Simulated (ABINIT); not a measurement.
**Run report: C, G0W0 calculation (part 3 of 3)**

C (Fd-3m, 2 atoms in the cell); Kohn-Sham DFT of a periodic cell, PBE, PseudoDojo NC SR PBE v0.5 standard, G0W0, no spin polarisation (ABINIT 10.8.3); cutoff 1115.67 eV, 8×8×8 k-mesh, fixed occupations. The structure derives from an entry of the Crystallography Open Database. The geometry was changed: volume scaled by 1.08.

Geometry of the input (Å; fractional positions):
```
0.0000  1.8297  1.8297
1.8297  0.0000  1.8297
1.8297  1.8297  0.0000
C  0.7500  0.7500  0.7500
C  0.5000  0.5000  0.5000
```

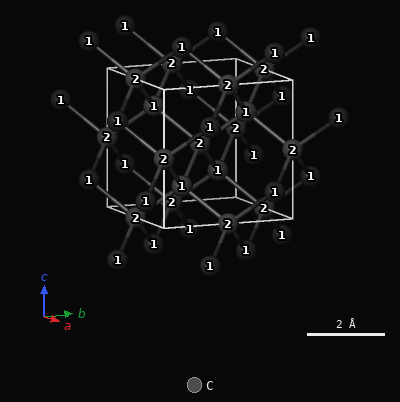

**Figure 1.** The input geometry (ball-and-stick view of the cell 4 times as large as that of the calculation, set on its symmetry axes, seen slightly off an axis; neighbours outside the cell are drawn fainter; atoms are numbered from 1 in the order of the input).

The program's output, continued
```
--------------------------------------------------------------------------------
  q-point number  7        q = ( 0.250000, 0.125000, 0.000000) [r.l.u.]
--------------------------------------------------------------------------------
  Average fulfillment of the sum rule on Im[epsilon] for q-point    7 :     93.92  [%]

--------------------------------------------------------------------------------
  q-point number  8        q = ( 0.375000, 0.125000, 0.000000) [r.l.u.]
--------------------------------------------------------------------------------
  Average fulfillment of the sum rule on Im[epsilon] for q-point    8 :     91.47  [%]

--------------------------------------------------------------------------------
  q-point number  9        q = ( 0.500000, 0.125000, 0.000000) [r.l.u.]
--------------------------------------------------------------------------------
  Average fulfillment of the sum rule on Im[epsilon] for q-point    9 :     90.16  [%]

--------------------------------------------------------------------------------
  q-point number 10        q = (-0.375000, 0.125000, 0.000000) [r.l.u.]
--------------------------------------------------------------------------------
  Average fulfillment of the sum rule on Im[epsilon] for q-point   10 :     90.41  [%]

--------------------------------------------------------------------------------
  q-point number 11        q = (-0.250000, 0.125000, 0.000000) [r.l.u.]
--------------------------------------------------------------------------------
  Average fulfillment of the sum rule on Im[epsilon] for q-point   11 :     92.20  [%]

--------------------------------------------------------------------------------
  q-point number 12        q = (-0.125000, 0.125000, 0.000000) [r.l.u.]
--------------------------------------------------------------------------------
  Average fulfillment of the sum rule on Im[epsilon] for q-point   12 :     94.74  [%]

--------------------------------------------------------------------------------
  q-point number 13        q = ( 0.250000, 0.250000, 0.000000) [r.l.u.]
--------------------------------------------------------------------------------
  Average fulfillment of the sum rule on Im[epsilon] for q-point   13 :     92.82  [%]

--------------------------------------------------------------------------------
  q-point number 14        q = ( 0.375000, 0.250000, 0.000000) [r.l.u.]
--------------------------------------------------------------------------------
  Average fulfillment of the sum rule on Im[epsilon] for q-point   14 :     91.16  [%]

--------------------------------------------------------------------------------
  q-point number 15        q = ( 0.500000, 0.250000, 0.000000) [r.l.u.]
--------------------------------------------------------------------------------
  Average fulfillment of the sum rule on Im[epsilon] for q-point   15 :     90.02  [%]

--------------------------------------------------------------------------------
  q-point number 16        q = (-0.375000, 0.250000, 0.000000) [r.l.u.]
--------------------------------------------------------------------------------
  Average fulfillment of the sum rule on Im[epsilon] for q-point   16 :     89.87  [%]

--------------------------------------------------------------------------------
  q-point number 17        q = (-0.250000, 0.250000, 0.000000) [r.l.u.]
--------------------------------------------------------------------------------
  Average fulfillment of the sum rule on Im[epsilon] for q-point   17 :     90.67  [%]

--------------------------------------------------------------------------------
  q-point number 18        q = ( 0.375000, 0.375000, 0.000000) [r.l.u.]
--------------------------------------------------------------------------------
  Average fulfillment of the sum rule on Im[epsilon] for q-point   18 :     90.38  [%]

--------------------------------------------------------------------------------
  q-point number 19        q = ( 0.500000, 0.375000, 0.000000) [r.l.u.]
--------------------------------------------------------------------------------
  Average fulfillment of the sum rule on Im[epsilon] for q-point   19 :     89.77  [%]

--------------------------------------------------------------------------------
  q-point number 20        q = (-0.375000, 0.375000, 0.000000) [r.l.u.]
--------------------------------------------------------------------------------
  Average fulfillment of the sum rule on Im[epsilon] for q-point   20 :     89.70  [%]

--------------------------------------------------------------------------------
  q-point number 21        q = ( 0.500000, 0.500000, 0.000000) [r.l.u.]
--------------------------------------------------------------------------------
  Average fulfillment of the sum rule on Im[epsilon] for q-point   21 :     89.70  [%]

--------------------------------------------------------------------------------
  q-point number 22        q = ( 0.375000, 0.250000, 0.125000) [r.l.u.]
--------------------------------------------------------------------------------
  Average fulfillment of the sum rule on Im[epsilon] for q-point   22 :     92.08  [%]

--------------------------------------------------------------------------------
  q-point number 23        q = ( 0.500000, 0.250000, 0.125000) [r.l.u.]
--------------------------------------------------------------------------------
  Average fulfillment of the sum rule on Im[epsilon] for q-point   23 :     90.46  [%]

--------------------------------------------------------------------------------
  q-point number 24        q = (-0.375000, 0.250000, 0.125000) [r.l.u.]
--------------------------------------------------------------------------------
  Average fulfillment of the sum rule on Im[epsilon] for q-point   24 :     89.93  [%]

--------------------------------------------------------------------------------
  q-point number 25        q = ( 0.500000, 0.375000, 0.125000) [r.l.u.]
--------------------------------------------------------------------------------
  Average fulfillment of the sum rule on Im[epsilon] for q-point   25 :     90.16  [%]

--------------------------------------------------------------------------------
  q-point number 26        q = (-0.375000, 0.375000, 0.125000) [r.l.u.]
--------------------------------------------------------------------------------
  Average fulfillment of the sum rule on Im[epsilon] for q-point   26 :     89.79  [%]

--------------------------------------------------------------------------------
  q-point number 27        q = (-0.250000, 0.375000, 0.125000) [r.l.u.]
--------------------------------------------------------------------------------
  Average fulfillment of the sum rule on Im[epsilon] for q-point   27 :     89.79  [%]

--------------------------------------------------------------------------------
  q-point number 28        q = (-0.375000, 0.500000, 0.125000) [r.l.u.]
--------------------------------------------------------------------------------
  Average fulfillment of the sum rule on Im[epsilon] for q-point   28 :     89.85  [%]

--------------------------------------------------------------------------------
  q-point number 29        q = (-0.250000, 0.500000, 0.250000) [r.l.u.]
--------------------------------------------------------------------------------
  Average fulfillment of the sum rule on Im[epsilon] for q-point   29 :     89.67  [%]

================================================================================
== DATASET  4 ==================================================================

--- !DatasetInfo
iteration_state: {dtset: 4, }
dimensions: {natom: 2, nkpt: 29, mband: 52, nsppol: 1, nspinor: 1, nspden: 1, mpw: 1056, }
cutoff_energies: {ecut:  41.0, pawecutdg:  -1.0, }
electrons: {nelect:   8.00000000E+00, charge:   0.00000000E+00, occopt:   1.00000000E+00, tsmear:   1.00000000E-02, }
meta: {optdriver: 4, gwcalctyp: 2, }
...

 mkfilename : getwfk/=0, take file _WFK from output of DATASET   2.

 mkfilename : getscr/=0, take file _SCR from output of DATASET   3.

 Exchange-correlation functional for the present dataset will be:
  GGA: Perdew-Burke-Ernzerhof functional - ixc=11
  J.P.Perdew, K.Burke, M.Ernzerhof, PRL 77, 3865 (1996)

 SIGMA: Calculation of the GW corrections

 Based on a program developped by R.W. Godby, V. Olevano, G. Onida, and L. Reining.
 Incorporated in ABINIT by V. Olevano, G.-M. Rignanese, and M. Torrent.

 Real(R)+Recip(G) space primitive vectors, cartesian coordinates (Bohr,Bohr^-1):
 R(1)=  0.0000000  3.4576543  3.4576543  G(1)= -0.1446067  0.1446067  0.1446067
 R(2)=  3.4576543  0.0000000  3.4576543  G(2)=  0.1446067 -0.1446067  0.1446067
 R(3)=  3.4576543  3.4576543  0.0000000  G(3)=  0.1446067  0.1446067 -0.1446067
 Unit cell volume ucvol=  8.2675099E+01 bohr^3
 Angles (23,13,12)=  6.00000000E+01  6.00000000E+01  6.00000000E+01 degrees

--- Pseudopotential description ------------------------------------------------
- pspini: atom type   1  psp file is ./C.upf
   6.00000   4.00000  171031                  znucl, zion, pspdat
12 -101130 1 -1 1248                          pspcod,pspxc,lmax,lloc,mmax
     nproj     2     2

--------------------------------------------------------------------------------

 ==== K-mesh for the wavefunctions ====
 Number of points in the irreducible wedge :    29
 Reduced coordinates and weights :

     1)     0.00000000E+00  0.00000000E+00  0.00000000E+00       0.00195
     2)     1.25000000E-01  0.00000000E+00  0.00000000E+00       0.01563
     3)     2.50000000E-01  0.00000000E+00  0.00000000E+00       0.01563
     4)     3.75000000E-01  0.00000000E+00  0.00000000E+00       0.01563
   [... 25 further points ...]

 Together with 48 symmetry operations and time-reversal symmetry
 yields   512 points in the full Brillouin Zone.

 ==== Q-mesh for screening function ====
 Number of points in the irreducible wedge :    29
 Reduced coordinates and weights :

     1)     0.00000000E+00  0.00000000E+00  0.00000000E+00       0.00195
     2)     1.25000000E-01  0.00000000E+00  0.00000000E+00       0.01563
     3)     2.50000000E-01  0.00000000E+00  0.00000000E+00       0.01563
     4)     3.75000000E-01  0.00000000E+00  0.00000000E+00       0.01563
   [... 25 further points ...]

 Together with 48 symmetry operations and time-reversal symmetry
 yields   512 points in the full Brillouin Zone.

 vcoul_init : cutoff-mode = AUXILIARY_FUNCTION
 q-points for optical limit:   1
     1)      0.000010    0.000020    0.000030
 setmesh: FFT mesh size selected  =    32x   32x   32
          total number of points  =        32768

 Number of electrons calculated from density =    8.0000; Expected =    8.0000
 average of density, n =  0.096764
 r_s =    1.3512
 omega_plasma =   30.0064 [eV]

 === KS Band Gaps ===
  >>>> For spin  1
   Minimum direct gap =   5.4083 [eV], located at k-point      :   0.0000  0.0000  0.0000
   Fundamental gap    =   4.0150 [eV], Top of valence bands at :   0.0000  0.0000  0.0000
                                       Bottom of conduction at :   0.3750  0.3750  0.0000
 SIGMA fundamental parameters:
 CONTOUR DEFORMATION
 number of plane-waves for SigmaX                 1037
 number of plane-waves for SigmaC and W             89
 number of plane-waves for wavefunctions          1037
 number of bands                                    52
 number of independent spin polarizations            1
 number of spinorial components                      1
 number of k-points in IBZ                          29
 number of q-points in IBZ                          29
 number of symmetry operations                      48
 number of k-points in BZ                          512
 number of q-points in BZ                          512
 number of frequencies for dSigma/dE                 9
 frequency step for dSigma/dE [eV]                0.25
 number of omega for Sigma on real axis              0
 max omega for Sigma on real axis  [eV]           0.00
 zcut for avoiding poles [eV]                     0.10

 EPSILON^-1 parameters (SCR file):
 dimension of the eps^-1 matrix on file             89
 dimension of the eps^-1 matrix used                89
 number of plane-waves for wavefunctions           531
 number of bands                                    52
 number of q-points in IBZ                          29
 number of frequencies                              32
 number of real frequencies                         24
 number of imag frequencies                          8

 matrix elements of self-energy operator (all in [eV])

 Perturbative Calculation

--- !SelfEnergy_ee
iteration_state: {dtset: 4, }
kpoint     : [   0.000,    0.000,    0.000, ]
spin       : 1
KS_gap     :    5.408
QP_gap     :    7.128
Delta_QP_KS:    1.719
data: !SigmaeeData |
     Band     E0 <VxcDFT>   SigX SigC(E0)      Z dSigC/dE  Sig(E)    E-E0       E
        2   9.171 -16.665 -18.925   1.513   0.822  -0.216 -17.279  -0.614   8.557
        2   0.000   0.000   0.000   0.000   0.000   0.000   0.000   0.000   0.000
        3   9.171 -16.665 -18.925   1.513   0.822  -0.216 -17.279  -0.614   8.557
        3   0.000   0.000   0.000   0.000   0.000   0.000   0.000   0.000   0.000
        4   9.171 -16.665 -18.925   1.513   0.822  -0.216 -17.279  -0.614   8.557
        4   0.000   0.000   0.000   0.000   0.000   0.000   0.000   0.000   0.000
        5  14.579 -15.386  -9.324  -4.718   0.822  -0.217 -14.281   1.105  15.685
        5   0.000   0.000   0.000  -0.000   0.000   0.000  -0.000  -0.000  -0.000
        6  14.579 -15.386  -9.324  -4.718   0.822  -0.217 -14.281   1.105  15.685
        6   0.000   0.000   0.000  -0.000   0.000   0.000  -0.000  -0.000  -0.000
        7  14.579 -15.386  -9.324  -4.718   0.822  -0.217 -14.281   1.105  15.685
        7   0.000   0.000   0.000  -0.000   0.000   0.000  -0.000  -0.000  -0.000
...

--- !SelfEnergy_ee
iteration_state: {dtset: 4, }
kpoint     : [   0.375,    0.375,    0.000, ]
spin       : 1
KS_gap     :    9.351
QP_gap     :   10.940
Delta_QP_KS:    1.589
data: !SigmaeeData |
     Band     E0 <VxcDFT>   SigX SigC(E0)      Z dSigC/dE  Sig(E)    E-E0       E
        3   3.835 -15.678 -20.010   3.140   0.800  -0.250 -16.632  -0.955   2.880
        3   0.000   0.000   0.000   0.006   0.000   0.000   0.005   0.005   0.005
        4   3.835 -15.678 -20.010   3.140   0.800  -0.250 -16.632  -0.955   2.880
        4   0.000   0.000   0.000   0.006   0.000   0.000   0.005   0.005   0.005
        5  13.186 -13.828  -8.460  -4.606   0.833  -0.200 -13.194   0.634  13.820
        5   0.000   0.000   0.000  -0.000   0.000   0.000  -0.000  -0.000  -0.000
...

== END DATASET(S) ==============================================================
================================================================================

 -outvars: echo values of variables after computation  --------
            acell      4.8898616683E+00  4.8898616683E+00  4.8898616683E+00 Bohr
           etotal1    -1.2034799328E+01
           etotal3     0.0000000000E+00
           etotal4     0.0000000000E+00
            fcart1    -0.0000000000E+00 -0.0000000000E+00 -0.0000000000E+00
                      -0.0000000000E+00 -0.0000000000E+00 -0.0000000000E+00
            fcart3     0.0000000000E+00  0.0000000000E+00  0.0000000000E+00
                       0.0000000000E+00  0.0000000000E+00  0.0000000000E+00
            fcart4     0.0000000000E+00  0.0000000000E+00  0.0000000000E+00
                       0.0000000000E+00  0.0000000000E+00  0.0000000000E+00
            rprim      0.0000000000E+00  7.0710678120E-01  7.0710678120E-01
                       7.0710678120E-01  0.0000000000E+00  7.0710678120E-01
                       7.0710678120E-01  7.0710678120E-01  0.0000000000E+00
           strten1     9.3196899159E-04  9.3196899159E-04  9.3196899159E-04
                       0.0000000000E+00  0.0000000000E+00  0.0000000000E+00
           strten3     0.0000000000E+00  0.0000000000E+00  0.0000000000E+00
                       0.0000000000E+00  0.0000000000E+00  0.0000000000E+00
           strten4     0.0000000000E+00  0.0000000000E+00  0.0000000000E+00
                       0.0000000000E+00  0.0000000000E+00  0.0000000000E+00
           xangst      2.7445678218E+00  2.7445678218E+00  2.7445678218E+00
                       1.8297118812E+00  1.8297118812E+00  1.8297118812E+00
             xred      7.5000000000E-01  7.5000000000E-01  7.5000000000E-01
                       5.0000000000E-01  5.0000000000E-01  5.0000000000E-01
 Calculation completed.
```

Summary

- outcome: converged
- space group (tolerance 0.01 Å): Fd-3m (227)
- electrons treated: 8
- quasiparticle gap: 5.26 eV
- gap on the k-point mesh: 4.01 eV
- wall time: 9.1 min
- peak memory: 0.55 GiB

Notes

Further notes kept with the run: Min real frequency set to default [Ha] = #; FFT mesh not compatible with symmetries. Wavefunction symmetrization should not be done in r-space!.
